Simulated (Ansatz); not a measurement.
Structure of Ru:

```
Ru
1.0
     3.06526    0.00000    0.00000
     0.00000    3.06526    0.00000
     0.00000    0.00000    3.06526
Ru
2
Cartesian
  0.0000 0.0000 0.0000
  1.5326 1.5326 1.5326
```

It is based on the input geometry of an electronic-structure calculation (not necessarily at equilibrium); the starting structure was generated, so it need not be a known form of this composition.

> Predict radii and indices of the first 5 visible rings (3 % of the strongest or more) for λ = 0.1665 Å and a flat detector at 420 mm.

```csv
ring,radius,2θ (°),d (Å),hkl
1,32.3 mm,4.40,2.17,110
2,45.8 mm,6.23,1.533,200
3,56.3 mm,7.63,1.251,211
4,65.1 mm,8.81,1.084,220
5,73.0 mm,9.85,0.969,310
```

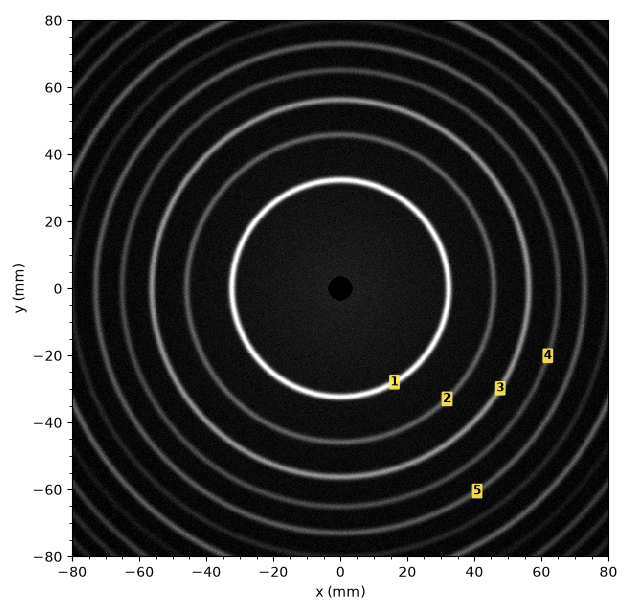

Simulated X-ray powder rings on a flat area detector normal to the beam: λ = 0.1665 Å, sample-to-detector distance 420 mm, axes in mm from the beam centre, beam polarised horizontally, for a fine-grained powder without texture. Kinematic intensities with B = 0.3 Å² for all atoms, without absorption; brightness goes as intensity to the power 0.6, clipped at the top, with counting noise. Reflections closer than the ring width show as one ring. The numbers mark the rings of the table.
